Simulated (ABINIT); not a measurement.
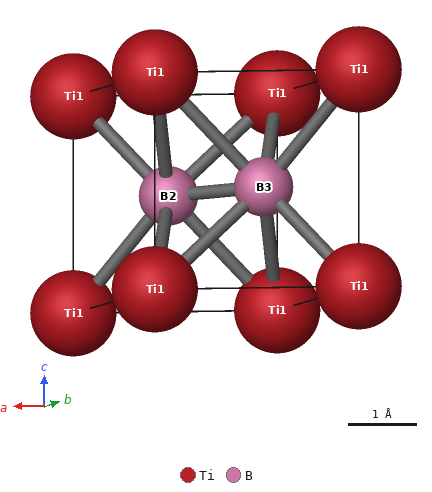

*The structure as given in the input (ball-and-stick view of the cell of the calculation, seen at an oblique angle; atoms are numbered from 1 in the order of the input). An atom can appear more than once, as a periodic image.*

Near neighbours in the periodic cell (some may lie outside the picture): Ti has 12 B at 2.38 Å; B has 3 B at 1.75 Å and 6 Ti at 2.38 Å.

# Geometry relaxation, with input and output: TiB₂ (part 1 of 3)

The run: geometry relaxation of TiB₂ (P6/mmm, 3 atoms in the cell). Method and program: Kohn-Sham DFT of a periodic cell, LDA, JTH PAW PBE v2.0, no spin polarisation (ABINIT 10.8.3).

The structure derives from an entry of the Crystallography Open Database.

### What the program printed
```
.Version 10.8.3 of ABINIT
 Symmetries : space group P6/m m m (#191); Bravais hP (primitive hexag.)
================================================================================
 Values of the parameters that define the memory need of the present run
     intxc =       0    ionmov =      22      iscf =      17    lmnmax =      18
     lnmax =       6     mgfft =      27  mpssoang =       3    mqgrid =    3001
     natom =       3  nloc_mem =       2    nspden =       1   nspinor =       1
    nsppol =       1      nsym =      24    n1xccc =       1    ntypat =       2
    occopt =       3   xclevel =       1
       mpw =         812          nfft =       15552          nkpt =          70
 PAW method is used; the additional fine FFT grid is defined by:
   mgfftf=        36    nfftf =     46656
================================================================================
================================================================================

--------------------------------------------------------------------------------
------------- Echo of variables that govern the present computation ------------
--------------------------------------------------------------------------------
 -outvars: echo values of preprocessed input variables --------
            acell      5.7243583806E+00  5.7243583806E+00  6.1007918249E+00 Bohr
              amu      4.78800000E+01  1.08110000E+01
          chkprim           0
      chksymtnons           0
          dilatmx      1.08000000E+00
             ecut      1.80000000E+01 Hartree
           ecutsm      5.00000000E-01 Hartree
           ionmov          22
                       outvar_i_n : Printing only first  50 k-points.
              ixc           7
                       outvar_i_n : Printing only first  50 k-points.
         kptrlatt       10    0    0      0   10    0      0    0    8
          kptrlen      4.88063346E+01
            natom           3
            nband          13
            ngfft          24      24      27
          ngfftdg          36      36      36
             nkpt          70
            nstep         100
             nsym          24
            ntime          60
           ntypat           2
                       prtocc : prtvol=0, do not print more k-points.
           occopt           3
          optcell           2
        pawecutdg      3.60000000E+01 Hartree
          pawovlp     -1.0000000000E+00
           prtden           0
        prtebands           0
           prteig           0
            prtwf           0
            rprim      1.0000000000E+00  0.0000000000E+00  0.0000000000E+00
                      -5.0000000000E-01  8.6602540380E-01  0.0000000000E+00
                       0.0000000000E+00  0.0000000000E+00  1.0000000000E+00
          spgroup         191
           tolsym      1.00000000E-06
           tolvrs      1.00000000E-09
           tsmear      1.83746611E-03 Hartree
            typat      1  2  2
           useylm           1
                       outvars : Printing only first  50 k-points.
           xangst      0.0000000000E+00  0.0000000000E+00  0.0000000000E+00
                       1.5146000000E+00  8.7445471773E-01  1.6142000000E+00
                      -3.9857384438E-17  1.7489094355E+00  1.6142000000E+00
            xcart      0.0000000000E+00  0.0000000000E+00  0.0000000000E+00
                       2.8621791903E+00  1.6524799260E+00  3.0503959124E+00
                      -7.5319540682E-17  3.3049598520E+00  3.0503959124E+00
             xred      0.0000000000E+00  0.0000000000E+00  0.0000000000E+00
                       6.6666666667E-01  3.3333333333E-01  5.0000000000E-01
                       3.3333333333E-01  6.6666666667E-01  5.0000000000E-01
            znucl       22.00000    5.00000

================================================================================

 chkinp: Checking input parameters for consistency.

================================================================================
== DATASET  1 ==================================================================

--- !DatasetInfo
iteration_state: {dtset: 1, }
dimensions: {natom: 3, nkpt: 70, mband: 13, nsppol: 1, nspinor: 1, nspden: 1, mpw: 812, }
cutoff_energies: {ecut:  18.0, pawecutdg:  36.0, }
electrons: {nelect:   1.80000000E+01, charge:   0.00000000E+00, occopt:   3.00000000E+00, tsmear:   1.83746611E-03, }
meta: {optdriver: 0, ionmov: 22, optcell: 2, iscf: 17, paral_kgb: 0, }
...

 Exchange-correlation functional for the present dataset will be:
  LDA: Perdew-Wang 92 LSD fit to Ceperley-Alder data - ixc=7
  J.P.Perdew and Y.Wang, PRB 45, 13244 (1992)

 Real(R)+Recip(G) space primitive vectors, cartesian coordinates (Bohr,Bohr^-1):
 R(1)=  5.7243584  0.0000000  0.0000000  G(1)=  0.1746921  0.1008585  0.0000000
 R(2)= -2.8621792  4.9574398  0.0000000  G(2)=  0.0000000  0.2017170  0.0000000
 R(3)=  0.0000000  0.0000000  6.1007918  G(3)=  0.0000000  0.0000000  0.1639131
 Unit cell volume ucvol=  1.7312926E+02 bohr^3
 Angles (23,13,12)=  9.00000000E+01  9.00000000E+01  1.20000000E+02 degrees

 Coarse grid specifications (used for wave-functions):

 getcut: wavevector=  0.0000  0.0000  0.0000  ngfft=  24  24  27
         ecut(hartree)=     20.995   => boxcut(ratio)=   2.03263

 Fine grid specifications (used for densities):

 getcut: wavevector=  0.0000  0.0000  0.0000  ngfft=  36  36  36
         ecut(hartree)=     41.990   => boxcut(ratio)=   2.02291

--- Pseudopotential description ------------------------------------------------
- pspini: atom type   1  psp file is ./Ti.GGA_PBE-JTH.xml
 Pseudopotential format is: paw10
 basis_size (lnmax)=  6 (lmn_size= 18), orbitals=   0   0   1   1   2   2
 Spheres core radius: rc_sph= 2.30802695
 Shapefunction is BESSEL type: shapef(r,l)=aa(1,l)*jl(q(1,l)*r)+aa(2,l)*jl(q(2,l)*r)
 Radius for shape functions =  2.01037111
 Compensation charge density is not taken into account in XC energy/potential

- pspini: atom type   2  psp file is ./B.GGA_PBE-JTH.xml
 Pseudopotential format is: paw10
 basis_size (lnmax)=  4 (lmn_size=  8), orbitals=   0   0   1   1
 Spheres core radius: rc_sph= 1.70616958
 Shapefunction is SIN type: shapef(r)=[sin(pi*r/rshp)/(pi*r/rshp)]**2
 Radius for shape functions =  1.40269776
 Compensation charge density is not taken into account in XC energy/potential

   6.09945348E+02                                ecore*ucvol(ha*bohr**3)
--------------------------------------------------------------------------------

================================================================================

=== [ionmov=22] Limited-memory Broyden-Fletcher-Goldfarb-Shanno method
================================================================================

--- Iteration: ( 1/60) Internal Cycle: (1/1)
--------------------------------------------------------------------------------

---SELF-CONSISTENT-FIELD CONVERGENCE--------------------------------------------

--- !BeginCycle
iteration_state: {dtset: 1, itime: 1, icycle: 1, }
solver: {iscf: 17, nstep: 100, nline: 4, wfoptalg: 10, }
tolerances: {tolvrs: 1.00E-09, }
...

     iter   Etot(hartree)      deltaE(h)  residm     nres2
 ETOT  1  -63.312037365874    -6.331E+01 5.984E+00 2.133E+01
 ETOT  2  -64.579018090920    -1.267E+00 2.590E-01 3.727E-01
 ETOT  3  -64.580861872120    -1.844E-03 2.404E-01 1.258E-01
 ETOT  4  -64.581125478377    -2.636E-04 4.685E-02 7.298E-02
 ETOT  5  -64.580951267086     1.742E-04 7.565E-03 2.376E-04
 ETOT  6  -64.580960467005    -9.200E-06 1.023E-03 8.956E-05
 ETOT  7  -64.580960194506     2.725E-07 5.196E-04 9.817E-06
 ETOT  8  -64.580960216039    -2.153E-08 7.352E-04 1.960E-07
 ETOT  9  -64.580960217857    -1.817E-09 4.360E-04 4.098E-07
 ETOT 10  -64.580960216498     1.359E-09 1.276E-04 1.674E-09
 ETOT 11  -64.580960216577    -7.965E-11 8.792E-05 2.808E-09
 ETOT 12  -64.580960216569     8.029E-12 8.555E-05 3.078E-10

 At SCF step   12       nres2   =  3.08E-10 < tolvrs=  1.00E-09 =>converged.

 Cartesian components of stress tensor (hartree/bohr^3)
  sigma(1 1)=  3.32887967E-04  sigma(3 2)=  0.00000000E+00
  sigma(2 2)=  3.32887967E-04  sigma(3 1)=  0.00000000E+00
  sigma(3 3)=  3.70061234E-04  sigma(2 1)=  0.00000000E+00

--- !ResultsGS
iteration_state: {dtset: 1, itime: 1, icycle: 1, }
comment   : Summary of ground state results
lattice_vectors:
- [  5.7243584,   0.0000000,   0.0000000, ]
- [ -2.8621792,   4.9574398,   0.0000000, ]
- [  0.0000000,   0.0000000,   6.1007918, ]
lattice_lengths: [   5.72436,    5.72436,    6.10079, ]
lattice_angles: [ 90.000,  90.000, 120.000, ] # degrees, (23, 13, 12)
lattice_volume:   1.7312926E+02
convergence: {deltae:  8.029E-12, res2:  3.078E-10, residm:  8.555E-05, diffor: null, }
etotal    :  -6.45809602E+01
entropy   :   0.00000000E+00
fermie    :   3.54060453E-01
cartesian_stress_tensor: # hartree/bohr^3
- [  3.32887967E-04,   0.00000000E+00,   0.00000000E+00, ]
- [  0.00000000E+00,   3.32887967E-04,   0.00000000E+00, ]
- [  0.00000000E+00,   0.00000000E+00,   3.70061234E-04, ]
pressure_GPa:  -1.0158E+01
xred      :
- [  0.0000E+00,   0.0000E+00,   0.0000E+00, Ti]
- [  6.6667E-01,   3.3333E-01,   5.0000E-01,  B]
- [  3.3333E-01,   6.6667E-01,   5.0000E-01,  B]
cartesian_forces: # hartree/bohr
- [  1.56794587E-29,   9.05253970E-30,  -0.00000000E+00, ]
- [ -7.83972935E-30,   7.69465874E-29,  -0.00000000E+00, ]
- [ -7.83972935E-30,  -8.59991271E-29,  -0.00000000E+00, ]
force_length_stats: {min:   1.81050794E-29, max:   8.63557249E-29, mean:   6.06019125E-29, }
...

 Integrated electronic density in atomic spheres:
 ------------------------------------------------
 Atom  Sphere_radius  Integrated_density
    1        2.30803         10.38810264
    2        1.70617          1.91620349
    3        1.70617          1.91620349

---OUTPUT-----------------------------------------------------------------------

 Cartesian coordinates (xcart) [bohr]
  0.00000000000000E+00  0.00000000000000E+00  0.00000000000000E+00
  2.86217919029993E+00  1.65247992601830E+00  3.05039591244034E+00
 -7.53195406821648E-17  3.30495985203660E+00  3.05039591244034E+00
 Reduced coordinates (xred)
  0.00000000000000E+00  0.00000000000000E+00  0.00000000000000E+00
  6.66666666666666E-01  3.33333333333333E-01  5.00000000000000E-01
  3.33333333333333E-01  6.66666666666666E-01  5.00000000000000E-01
 Cartesian forces (fcart) [Ha/bohr]; max,rms= 8.59991E-29 3.91114E-29 (free atoms)
  1.56794586928723E-29  9.05253969691479E-30 -0.00000000000000E+00
 -7.83972934643616E-30  7.69465874237757E-29 -0.00000000000000E+00
 -7.83972934643616E-30 -8.59991271206905E-29 -0.00000000000000E+00
 Gradient of E wrt nuclear positions in reduced coordinates (gred)
 -8.97548407718129E-29  1.04846317115062E-44 -0.00000000000000E+00
  4.48774203859064E-29 -4.03896783473158E-28 -0.00000000000000E+00
  4.48774203859064E-29  4.03896783473158E-28  0.00000000000000E+00
 Scale of Primitive Cell (acell) [bohr]
  5.72435838059985E+00  5.72435838059985E+00  6.10079182488068E+00
 Real space primitive translations (rprimd) [bohr]
  5.72435838059985E+00  0.00000000000000E+00  0.00000000000000E+00
 -2.86217919029993E+00  4.95743977805490E+00  0.00000000000000E+00
  0.00000000000000E+00  0.00000000000000E+00  6.10079182488068E+00
 Unitary Cell Volume (ucvol) [Bohr^3]=  1.73129258367641E+02
 Angles (23,13,12)= [degrees]
  9.00000000000000E+01  9.00000000000000E+01  1.19999999999554E+02
 Lengths [Bohr]
  5.72435838059985E+00  5.72435838067700E+00  6.10079182488068E+00
 Stress tensor in cartesian coordinates (strten) [Ha/bohr^3]
  3.32887967283795E-04  0.00000000000000E+00  0.00000000000000E+00
  0.00000000000000E+00  3.32887966540536E-04  0.00000000000000E+00
  0.00000000000000E+00  0.00000000000000E+00  3.70061233871122E-04
 Total energy (etotal) [Ha]= -6.45809602165692E+01

--- Iteration: ( 2/60) Internal Cycle: (1/1)
--------------------------------------------------------------------------------

---SELF-CONSISTENT-FIELD CONVERGENCE--------------------------------------------

--- !BeginCycle
iteration_state: {dtset: 1, itime: 2, icycle: 1, }
solver: {iscf: 17, nstep: 100, nline: 4, wfoptalg: 10, }
tolerances: {tolvrs: 1.00E-09, }
...

     iter   Etot(hartree)      deltaE(h)  residm     nres2
 ETOT  1  -64.595834739380    -6.460E+01 6.425E-01 5.922E+00
 ETOT  2  -64.596706163561    -8.714E-04 2.442E-01 4.746E+00
 ETOT  3  -64.581533700108     1.517E-02 6.814E-03 3.925E-02
 ETOT  4  -64.582124207388    -5.905E-04 1.276E-03 5.599E-03
 ETOT  5  -64.582109803091     1.440E-05 1.119E-04 1.416E-03
 ETOT  6  -64.582106550641     3.252E-06 3.045E-05 1.003E-05
 ETOT  7  -64.582106576224    -2.558E-08 1.286E-05 2.851E-06
 ETOT  8  -64.582106571867     4.357E-09 2.375E-05 7.766E-08
 ETOT  9  -64.582106571719     1.479E-10 7.765E-06 5.912E-09
 ETOT 10  -64.582106571716     3.254E-12 1.759E-05 4.474E-10
```
